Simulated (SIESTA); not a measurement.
## A series of single points on Te

System: Te (3 atoms in the cell).
Method: Kohn-Sham DFT of a periodic cell, PBE, PseudoDojo 0.4 standard, converted to PSML, no spin polarisation (SIESTA 5.4.2).

The 7 runs differ only in the geometry, by an even scaling of the cell at fixed fractional positions. The structure derives from an entry of the Crystallography Open Database.

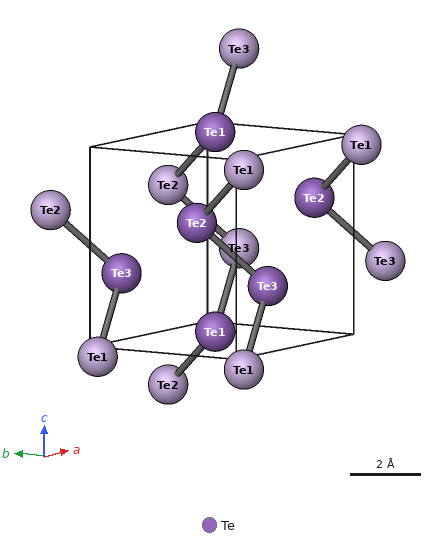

Figure 1. The structure of run 4 (ball-and-stick view of the cell of the calculation, seen at an oblique angle; neighbours outside the cell are drawn fainter; atoms are numbered from 1 in the order of the input). An atom can appear more than once, as a periodic image.

**Input of run 4**
```
SystemName                      Tellurium
SystemLabel                     Te
NumberOfSpecies                 1
NumberOfAtoms                   3
%block ChemicalSpeciesLabel
  1  52 Te
%endblock ChemicalSpeciesLabel

LatticeConstant                 1.0 Ang
%block LatticeVectors
     4.4540000000     0.0000000000     0.0000000000
    -2.2270000000     3.8572771485     0.0000000000
     0.0000000000     0.0000000000     5.9240000000
%endblock LatticeVectors
AtomicCoordinatesFormat         Fractional
%block AtomicCoordinatesAndAtomicSpecies
     0.7310000000     0.7310000000     0.0000000000  1  Te
     0.0000000000     0.2690000000     0.6666666667  1  Te
     0.2690000000     0.0000000000     0.3333333333  1  Te
%endblock AtomicCoordinatesAndAtomicSpecies

%block kgrid.MonkhorstPack
    7   0   0  0.0
    0   7   0  0.0
    0   0   5  0.0
%endblock kgrid.MonkhorstPack
XC.Functional                   GGA
XC.Authors                      PBE
PAO.BasisSize                   DZP
PAO.EnergyShift                 0.003 Ry
Mesh.Cutoff                     500 Ry
OccupationFunction              FD
ElectronicTemperature           0.05 eV
MaxSCFIterations                120
SCF.MustConverge                false
SCF.Mixer.Method                Pulay
SCF.Mixer.Weight                0.25
SCF.Mixer.History               8
SCF.DM.Tolerance                5.0e-05
SCF.H.Tolerance                 1.0e-03 eV
WriteForces                     true
Charge.Mulliken                 end
Charge.Hirshfeld                end
Charge.Voronoi                  end
SaveRho                         true
SaveElectrostaticPotential      true
%block PAO.Basis
  Te 4
  n=5 0 2
    5.635 0.000
  n=5 1 2
    7.297 0.000
  n=4 2 2
    3.260 0.000
  n=5 2 1
    7.297
%endblock PAO.Basis
```

Command:
```bash
siesta < Te.fdf > Te.out 2>&1
```

Run 6 has the same physical settings and fractional positions; its lattice vectors (Å) are:
```
   4.512612    0.000000    0.000000
  -2.256306    3.908037    0.000000
   0.000000    0.000000    6.001956
```

**Results, with one run withheld**

| run | volume per atom (Å³) | free energy per atom, from the lowest run given (meV) | pressure (GPa) | gap on the mesh (eV) |
| --- | --- | --- | --- | --- |
| 1 | 31.890 | 73.75 | 6.63 | 0.58 |
| 2 | 32.568 | 49.16 | 5.05 | 0.59 |
| 3 | 33.247 | 30.33 | 3.92 | 0.60 |
| 4 | 33.925 | 16.00 | 2.82 | 0.60 |
| 5 | 34.604 | 6.94 | 1.65 | 0.60 |
| 6 | 35.282 | ? | ? | ? |
| 7 | 35.961 | 0.00 | 0.04 | 0.61 |

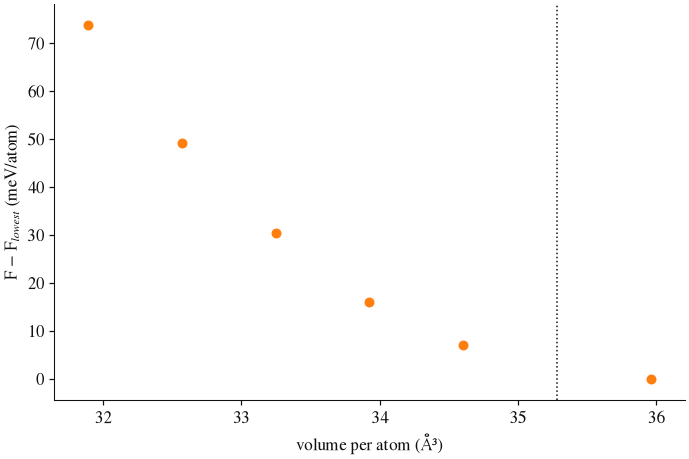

Figure 2. Free energy per atom of the runs given; the dotted line marks run 6.

Fit the runs given and predict run 6.

A cubic polynomial in V^(−2/3) (the Birch–Murnaghan form), fitted to the 6 runs given, misses them by at most 0.23 meV per atom. With x = V^(−2/3) − 0.09593 Å⁻², it reads F = 21.182 + 10429 x + 1.2899e+06 x² + 1.405e+06 x³ (meV per atom). At run 6 it gives 1.55 meV per atom, and the run itself gives 1.84. The slope of the fit gives a pressure −dF/dV of 0.79 GPa there, and the run prints 0.82 GPa. The fit has its minimum at 35.918 Å³ per atom, where V d²F/dV² gives 42.6 GPa. Cell shape and fractional positions are held, so this is the stiffness under even scaling; the relaxed bulk modulus wasn't computed and can be far lower in a crystal of layers, chains or molecules like this one.

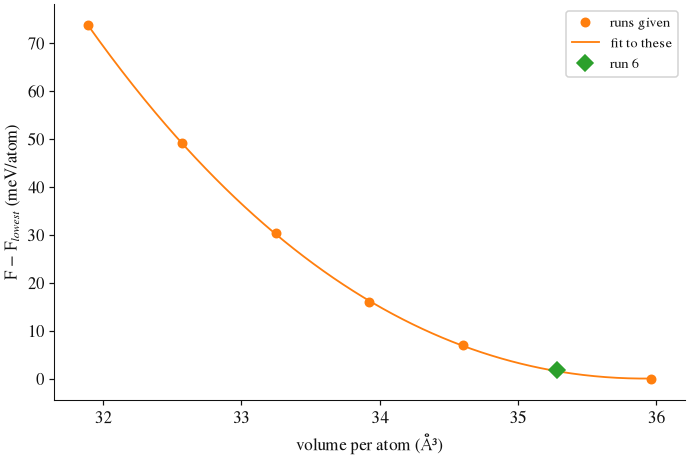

Figure 3. The fit and the withheld run.

**Some lines of the output (run 6)**
```
[...]
outcell: Cell volume (Ang**3)        :    105.8472
stepf: Fermi-Dirac step function
siesta: Etot    =     -8558.502694
siesta: FreeEng =     -8558.502755
        iscf     Eharris(eV)        E_KS(eV)     FreeEng(eV)     dDmax    Ef(eV) dHmax(eV)
siesta: E_KS(eV) =            -8558.6181
siesta: E_KS - E_eggbox =     -8558.6181
siesta: Etot    =     -8558.618090
siesta: FreeEng =     -8558.618216
siesta:         Fermi =      -3.946449
siesta: Cell volume =        105.847218 Ang**3
    Orbital volume contribution        =           2.718837 eV
```

Notes: Points of doubt noted for this run: mulliken charges of long orbitals. With a small basis of atomic orbitals these values can differ much from converged plane-wave results.
